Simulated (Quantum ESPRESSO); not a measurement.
**Br: single-point calculation (part 1 of 2)**

Br (4 atoms in the cell), computed with Kohn-Sham DFT of a periodic cell, r2SCAN, SG15 PBE 1.2, no spin polarisation (Quantum ESPRESSO 7.5).

The structure derives from an entry of the Crystallography Open Database. The volume is scaled by 1.06.

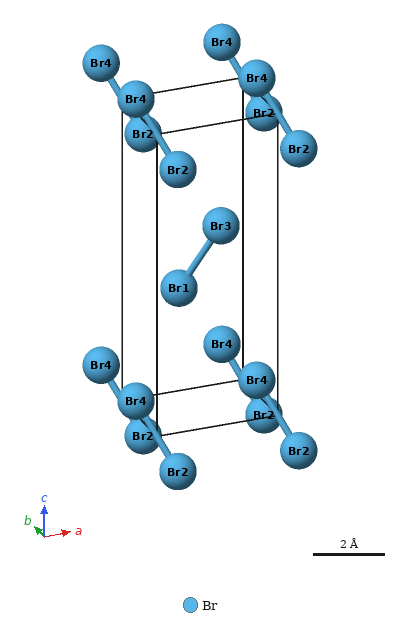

*The input geometry (ball-and-stick view of the cell of the calculation, seen slightly off an axis; atoms are numbered from 1 in the order of the input). An atom can appear more than once, as a periodic image.*

Near neighbours in the periodic cell (some may lie outside the picture): Br has 1 Br at 2.33 Å.

**Results in brief**

```csv
quantity,value
outcome,converged
space group (tolerance 0.01 Å),Cmce (64)
electrons treated,28
free energy,−1468.9587 eV
Fermi energy,1.625 eV
gap on the k-point mesh,1.98 eV
pressure,−0.59 GPa
hardware,"2 threads of Intel Xeon (Sapphire Rapids), 192 GiB of memory available, shared host"
wall time,3.6 min (CPU time 7 min)
peak memory,0.3 GiB
```

**Notes**

Further notes kept with the run: potentials made for another functional. Points of doubt noted for this run: potentials made for another functional.

**Input**
```
&CONTROL
  calculation = 'scf'
  prefix = 'pwscf'
  outdir = './tmp'
  pseudo_dir = './pseudo'
  tstress = .true.
  disk_io = 'nowf'
/
&SYSTEM
  ibrav = 0
  nat = 4
  ntyp = 1
  ecutwfc = 46
  nbnd = 21
  input_dft = 'r2scan'
  occupations = 'smearing'
  smearing = 'fd'
  degauss = 0.00367493
  nosym = .true.
  nr1 = 36
  nr2 = 36
  nr3 = 80
/
&ELECTRONS
  conv_thr = 1d-08
  electron_maxstep = 120
  mixing_beta = 0.5
/
ATOMIC_SPECIES
Br    79.9040 Br_ONCV_PBE-1.2.upf
CELL_PARAMETERS angstrom
   3.4292128250   -2.3681017607    0.0000000000
   3.4292128250    2.3681017607    0.0000000000
   0.0000000000    0.0000000000    8.8729766646
ATOMIC_POSITIONS crystal
Br     0.3651000000    0.6349000000    0.3901000000
Br     0.1349000000    0.8651000000    0.8901000000
Br     0.6349000000    0.3651000000    0.6099000000
Br     0.8651000000    0.1349000000    0.1099000000
K_POINTS automatic
6 6 3 0 0 0
```

Launch command:
```bash
OMP_NUM_THREADS=1 mpirun -n 2 pw.x -nk 2 -in pw.in > pw.out
```

**The program's output**
```
This program is part of the open-source Quantum ESPRESSO suite
     for quantum simulation of materials; please cite
         "P. Giannozzi et al., J. Phys.:Condens. Matter 21 395502 (2009);
         "P. Giannozzi et al., J. Phys.:Condens. Matter 29 465901 (2017);
         "P. Giannozzi et al., J. Chem. Phys. 152 154105 (2020);
          URL
     in publications or presentations arising from this work. More details at

     IMPORTANT: XC functional enforced from input :
     Exchange-correlation= R2SCAN
                           (   0   0   0   0   0 497 498)
     Any further DFT definition will be discarded
     Please, verify this is what you really want

     K-points division:     npool     =       2
     Subspace diagonalization in iterative solution of the eigenvalue problem:
     a serial algorithm will be used

     G-vector sticks info
     --------------------
     sticks:   dense  smooth     PW     G-vecs:    dense   smooth      PW
     Sum         849     849    257                40929    40929    6631

     Using Slab Decomposition

     bravais-lattice index     =            0
     lattice parameter (alat)  =       7.8753  a.u.
     unit-cell volume          =     972.5025 (a.u.)^3
     number of atoms/cell      =            4
     number of atomic types    =            1
     number of electrons       =        28.00
     number of Kohn-Sham states=           21
     kinetic-energy cutoff     =      46.0000  Ry
     charge density cutoff     =     184.0000  Ry
     scf convergence threshold =      1.0E-08
     mixing beta               =       0.5000
     number of iterations used =            8  plain     mixing
     Exchange-correlation= R2SCAN
                           (   0   0   0   0   0 497 498)

     celldm(1)=   7.875286  celldm(2)=   0.000000  celldm(3)=   0.000000
     celldm(4)=   0.000000  celldm(5)=   0.000000  celldm(6)=   0.000000

     crystal axes: (cart. coord. in units of alat)
               a(1) = (   0.822862  -0.568241   0.000000 )
               a(2) = (   0.822862   0.568241   0.000000 )
               a(3) = (   0.000000   0.000000   2.129128 )

     reciprocal axes: (cart. coord. in units 2 pi/alat)
               b(1) = (  0.607635 -0.879908  0.000000 )
               b(2) = (  0.607635  0.879908 -0.000000 )
               b(3) = ( -0.000000  0.000000  0.469676 )

     PseudoPot. # 1 for Br read from file:
     Br_ONCV_PBE-1.2.upf
     Pseudo is Norm-conserving, Zval =  7.0
     Generated using ONCVPSP code by D. R. Hamann
     Using radial grid of  602 points,  6 beta functions with:
                l(1) =   0
                l(2) =   0
                l(3) =   1
                l(4) =   1
                l(5) =   2
                l(6) =   2

     atomic species   valence    mass     pseudopotential
     Br                7.00    79.90400     Br( 1.00)

     No symmetry found

   Cartesian axes

     site n.     atom                  positions (alat units)
         1        Br     tau(   1) = (   0.8228619   0.1533115   0.8305730  )
         2        Br     tau(   2) = (   0.8228619   0.4149299   1.8951372  )
         3        Br     tau(   3) = (   0.8228619  -0.1533115   1.2985554  )
         4        Br     tau(   4) = (   0.8228619  -0.4149299   0.2339912  )

     number of k points=    56  Fermi-Dirac smearing, width (Ry)=  0.0037
                       cart. coord. in units 2pi/alat
        k(    1) = (   0.0000000   0.0000000   0.0000000), wk =   0.0185185
        k(    2) = (   0.0000000   0.0000000   0.1565586), wk =   0.0370370
        k(    3) = (   0.1012726   0.1466513   0.0000000), wk =   0.0370370
        k(    4) = (   0.1012726   0.1466513   0.1565586), wk =   0.0370370
        k(    5) = (   0.1012726   0.1466513  -0.1565586), wk =   0.0370370
        k(    6) = (   0.2025451   0.2933026   0.0000000), wk =   0.0370370
        k(    7) = (   0.2025451   0.2933026   0.1565586), wk =   0.0370370
        k(    8) = (   0.2025451   0.2933026  -0.1565586), wk =   0.0370370
        k(    9) = (  -0.3038177  -0.4399539   0.0000000), wk =   0.0185185
        k(   10) = (  -0.3038177  -0.4399539   0.1565586), wk =   0.0370370
        k(   11) = (   0.1012726  -0.1466513   0.0000000), wk =   0.0370370
        k(   12) = (   0.1012726  -0.1466513   0.1565586), wk =   0.0370370
        k(   13) = (   0.1012726  -0.1466513  -0.1565586), wk =   0.0370370
        k(   14) = (   0.2025451   0.0000000   0.0000000), wk =   0.0370370
        k(   15) = (   0.2025451   0.0000000   0.1565586), wk =   0.0370370
        k(   16) = (   0.2025451   0.0000000  -0.1565586), wk =   0.0370370
        k(   17) = (   0.3038177   0.1466513   0.0000000), wk =   0.0370370
        k(   18) = (   0.3038177   0.1466513   0.1565586), wk =   0.0370370
        k(   19) = (   0.3038177   0.1466513  -0.1565586), wk =   0.0370370
        k(   20) = (  -0.2025451  -0.5866051   0.0000000), wk =   0.0370370
        k(   21) = (  -0.2025451  -0.5866051   0.1565586), wk =   0.0370370
        k(   22) = (  -0.2025451  -0.5866051  -0.1565586), wk =   0.0370370
        k(   23) = (  -0.1012726  -0.4399539   0.0000000), wk =   0.0370370
        k(   24) = (  -0.1012726  -0.4399539   0.1565586), wk =   0.0370370
        k(   25) = (  -0.1012726  -0.4399539  -0.1565586), wk =   0.0370370
        k(   26) = (   0.0000000  -0.2933026   0.0000000), wk =   0.0370370
        k(   27) = (   0.0000000  -0.2933026   0.1565586), wk =   0.0370370
        k(   28) = (   0.0000000  -0.2933026  -0.1565586), wk =   0.0370370
        k(   29) = (   0.2025451  -0.2933026   0.0000000), wk =   0.0370370
        k(   30) = (   0.2025451  -0.2933026   0.1565586), wk =   0.0370370
        k(   31) = (   0.2025451  -0.2933026  -0.1565586), wk =   0.0370370
        k(   32) = (   0.3038177  -0.1466513   0.0000000), wk =   0.0370370
        k(   33) = (   0.3038177  -0.1466513   0.1565586), wk =   0.0370370
        k(   34) = (   0.3038177  -0.1466513  -0.1565586), wk =   0.0370370
        k(   35) = (   0.4050903   0.0000000   0.0000000), wk =   0.0370370
        k(   36) = (   0.4050903   0.0000000   0.1565586), wk =   0.0370370
        k(   37) = (   0.4050903   0.0000000  -0.1565586), wk =   0.0370370
        k(   38) = (  -0.1012726  -0.7332564   0.0000000), wk =   0.0370370
        k(   39) = (  -0.1012726  -0.7332564   0.1565586), wk =   0.0370370
        k(   40) = (  -0.1012726  -0.7332564  -0.1565586), wk =   0.0370370
        k(   41) = (  -0.0000000  -0.5866051   0.0000000), wk =   0.0370370
        k(   42) = (  -0.0000000  -0.5866051   0.1565586), wk =   0.0370370
        k(   43) = (  -0.0000000  -0.5866051  -0.1565586), wk =   0.0370370
        k(   44) = (   0.1012726  -0.4399539   0.0000000), wk =   0.0370370
        k(   45) = (   0.1012726  -0.4399539   0.1565586), wk =   0.0370370
        k(   46) = (   0.1012726  -0.4399539  -0.1565586), wk =   0.0370370
        k(   47) = (  -0.3038177   0.4399539   0.0000000), wk =   0.0185185
        k(   48) = (  -0.3038177   0.4399539   0.1565586), wk =   0.0370370
        k(   49) = (  -0.2025451   0.5866051   0.0000000), wk =   0.0370370
        k(   50) = (  -0.2025451   0.5866051   0.1565586), wk =   0.0370370
        k(   51) = (  -0.2025451   0.5866051  -0.1565586), wk =   0.0370370
        k(   52) = (  -0.1012726   0.7332564   0.0000000), wk =   0.0370370
        k(   53) = (  -0.1012726   0.7332564   0.1565586), wk =   0.0370370
        k(   54) = (  -0.1012726   0.7332564  -0.1565586), wk =   0.0370370
        k(   55) = (  -0.6076354   0.0000000   0.0000000), wk =   0.0185185
        k(   56) = (  -0.6076354   0.0000000   0.1565586), wk =   0.0370370

     Dense  grid:    40929 G-vectors     FFT dimensions: (  36,  36,  80)

     WARNING: libxc functional with ID  497 depends
      on external parameters: check the user_guide of
      QE if you need to modify them or to check their
      default values.

     WARNING: libxc functional with ID  498 depends
      on external parameters: check the user_guide of
      QE if you need to modify them or to check their
      default values.

     Initial potential from superposition of free atoms

     starting charge      27.9606, renormalised to      28.0000
     Starting wfcs are random

     Self-consistent Calculation

     iteration #  1     ecut=    46.00 Ry     beta= 0.50
     Davidson diagonalization with overlap
     ethr =  1.00E-02,  avg # of iterations = 11.8

     total energy              =    -107.84082634 Ry
     estimated scf accuracy    <       0.62275589 Ry

     iteration #  2     ecut=    46.00 Ry     beta= 0.50
     Davidson diagonalization with overlap
     ethr =  2.22E-03,  avg # of iterations =  2.0

     total energy              =    -107.93532436 Ry
     estimated scf accuracy    <       0.15254982 Ry

     iteration #  3     ecut=    46.00 Ry     beta= 0.50
     Davidson diagonalization with overlap
     ethr =  5.45E-04,  avg # of iterations =  2.7

     total energy              =    -107.95497893 Ry
     estimated scf accuracy    <       0.00356403 Ry

     iteration #  4     ecut=    46.00 Ry     beta= 0.50
     Davidson diagonalization with overlap
     c_bands:  1 eigenvalues not converged
     c_bands:  1 eigenvalues not converged
     c_bands:  1 eigenvalues not converged
     c_bands:  1 eigenvalues not converged
     c_bands:  1 eigenvalues not converged
     c_bands:  1 eigenvalues not converged
     c_bands:  1 eigenvalues not converged
     c_bands:  1 eigenvalues not converged
     c_bands:  1 eigenvalues not converged
     c_bands:  1 eigenvalues not converged
     c_bands:  1 eigenvalues not converged
     c_bands:  1 eigenvalues not converged
     c_bands:  2 eigenvalues not converged
     c_bands:  2 eigenvalues not converged
     c_bands:  1 eigenvalues not converged
     c_bands:  2 eigenvalues not converged
     c_bands:  2 eigenvalues not converged
     c_bands:  2 eigenvalues not converged
     ethr =  1.27E-05,  avg # of iterations = 18.0

     total energy              =    -107.96538923 Ry
     estimated scf accuracy    <       0.00135622 Ry

     iteration #  5     ecut=    46.00 Ry     beta= 0.50
     Davidson diagonalization with overlap
     c_bands:  1 eigenvalues not converged
     ethr =  4.84E-06,  avg # of iterations =  5.2

     total energy              =    -107.96627726 Ry
     estimated scf accuracy    <       0.00187141 Ry

     iteration #  6     ecut=    46.00 Ry     beta= 0.50
     Davidson diagonalization with overlap
     ethr =  4.84E-06,  avg # of iterations =  2.0

     total energy              =    -107.96638936 Ry
     estimated scf accuracy    <       0.00013391 Ry

     iteration #  7     ecut=    46.00 Ry     beta= 0.50
     Davidson diagonalization with overlap
     ethr =  4.78E-07,  avg # of iterations =  3.2

     total energy              =    -107.96643897 Ry
     estimated scf accuracy    <       0.00005206 Ry

     iteration #  8     ecut=    46.00 Ry     beta= 0.50
     Davidson diagonalization with overlap
     ethr =  1.86E-07,  avg # of iterations =  4.0

     total energy              =    -107.96646649 Ry
     estimated scf accuracy    <       0.00002244 Ry

     iteration #  9     ecut=    46.00 Ry     beta= 0.50
     Davidson diagonalization with overlap
     ethr =  8.01E-08,  avg # of iterations =  1.7

     total energy              =    -107.96647076 Ry
     estimated scf accuracy    <       0.00000403 Ry

     iteration # 10     ecut=    46.00 Ry     beta= 0.50
     Davidson diagonalization with overlap
     ethr =  1.44E-08,  avg # of iterations =  3.9

     total energy              =    -107.96647208 Ry
     estimated scf accuracy    <       0.00000038 Ry

     iteration # 11     ecut=    46.00 Ry     beta= 0.50
     Davidson diagonalization with overlap
     ethr =  1.36E-09,  avg # of iterations =  4.4

     total energy              =    -107.96647248 Ry
     estimated scf accuracy    <       0.00000039 Ry

     iteration # 12     ecut=    46.00 Ry     beta= 0.50
     Davidson diagonalization with overlap
     ethr =  1.36E-09,  avg # of iterations =  2.9

     total energy              =    -107.96647255 Ry
     estimated scf accuracy    <       0.00000001 Ry

     iteration # 13     ecut=    46.00 Ry     beta= 0.50
     Davidson diagonalization with overlap
     ethr =  3.58E-11,  avg # of iterations =  4.4

     total energy              =    -107.96647257 Ry
     estimated scf accuracy    <       0.00000002 Ry

     iteration # 14     ecut=    46.00 Ry     beta= 0.50
     Davidson diagonalization with overlap
     ethr =  3.58E-11,  avg # of iterations =  3.4

     End of self-consistent calculation

          k = 0.0000 0.0000 0.0000 (  5113 PWs)   bands (ev):

   -15.6900 -15.4001 -12.9778 -12.3983  -4.1576  -3.2721  -1.4435  -1.4350
    -1.0125  -0.9742  -0.2367   0.3007   0.5474   0.5767   2.5824   3.3035
     7.0746   7.8807   8.6459  10.1079  10.2990

          k = 0.0000 0.0000 0.1566 (  5136 PWs)   bands (ev):

   -15.6260 -15.4823 -12.8265 -12.5383  -3.9763  -3.5508  -1.3194  -1.2563
    -1.0029  -0.9838  -0.2339   0.0745   0.5546   0.5693   2.6803   3.0315
     7.4763   7.9252   9.0827   9.8106  10.2679

          k = 0.1013 0.1467 0.0000 (  5136 PWs)   bands (ev):

   -15.6400 -15.3859 -12.9408 -12.4416  -4.1567  -3.3815  -1.7291  -1.6401
    -1.1589  -1.1304  -0.0214   0.3676   0.4649   0.5042   2.6115   3.2555
     7.6685   8.2724   9.1328   9.8612  10.1830

          k = 0.1013 0.1467 0.1566 (  5145 PWs)   bands (ev):

   -15.5830 -15.4569 -12.8110 -12.5625  -3.9922  -3.6119  -1.7076  -1.5079
    -1.1315  -1.1223  -0.0760   0.2232   0.4842   0.5000   2.7746   3.1000
     7.8471   8.2450   9.4795   9.7747  10.4110

          k = 0.1013 0.1467-0.1566 (  5145 PWs)   bands (ev):

   -15.5830 -15.4569 -12.8110 -12.5625  -3.9922  -3.6119  -1.7076  -1.5079
    -1.1315  -1.1223  -0.0760   0.2231   0.4842   0.5000   2.7746   3.1000
     7.8471   8.2450   9.4795   9.7747  10.4112

          k = 0.2025 0.2933 0.0000 (  5125 PWs)   bands (ev):

   -15.5220 -15.3716 -12.8416 -12.5569  -4.1388  -3.6877  -2.1004  -1.9810
    -1.2959  -1.2671   0.0319   0.0943   0.3624   0.4673   2.9034   3.2303
     8.4765   8.6001   9.6079   9.9669  10.5851
```
